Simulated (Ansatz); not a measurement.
Structure data:

```cif
data_structure
_symmetry_space_group_name_H-M 'P 1'
_symmetry_Int_Tables_number 1
_cell_length_a 4.6781
_cell_length_b 2.8673
_cell_length_c 5.6178
_cell_angle_alpha 90.000
_cell_angle_beta 90.000
_cell_angle_gamma 90.000
_cell_volume 75.35
loop_
_atom_site_label
_atom_site_type_symbol
_atom_site_fract_x
_atom_site_fract_y
_atom_site_fract_z
_atom_site_occupancy
Ti1 Ti 0.00000 0.00000 0.00000 1
Al1 Al 0.50000 0.00000 0.33333 1
Ti2 Ti 0.00000 0.50000 0.50000 1
Al2 Al 0.50000 0.50000 0.83333 1
```

Q: What crystal do these data define?

A: The structure is one of TiAl. Space group: Amm2 (No. 38). Lattice: base-centred orthorhombic. In the cell are 2 Ti, 2 Al, which makes 2 formula units.

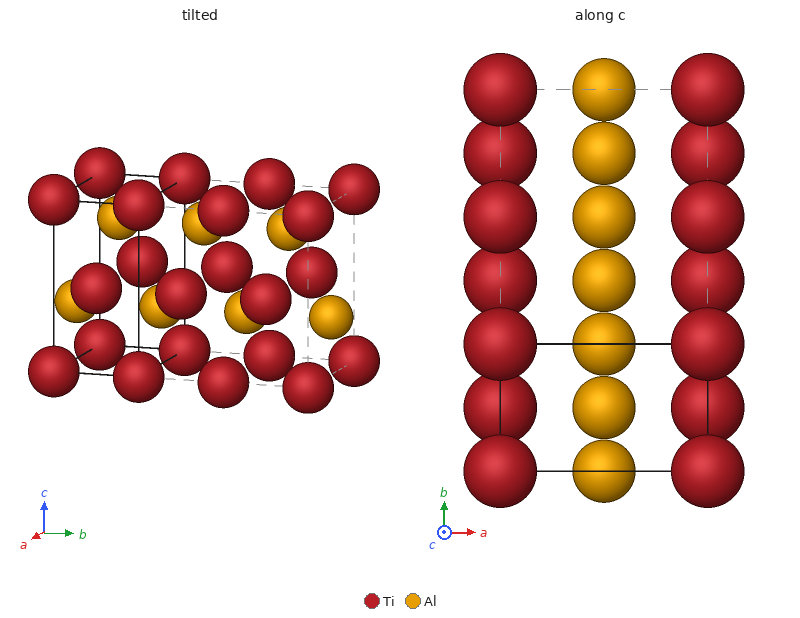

Spheres-only drawing of the structure, looking slightly off an axis and along the c axis. 1×3×1 cells are drawn; the solid outline is the conventional unit cell. Colours: titanium red, aluminium orange.

Starting structure: a structure listed in the Materials Project. The cell was then strained or its atoms displaced on purpose. It was the input of a calculation with Ansatz.

At this level of theory the run's own cell isn't at rest (stretched, at -11 GPa), so its distances can differ from those at equilibrium, the more so the softer the solid.
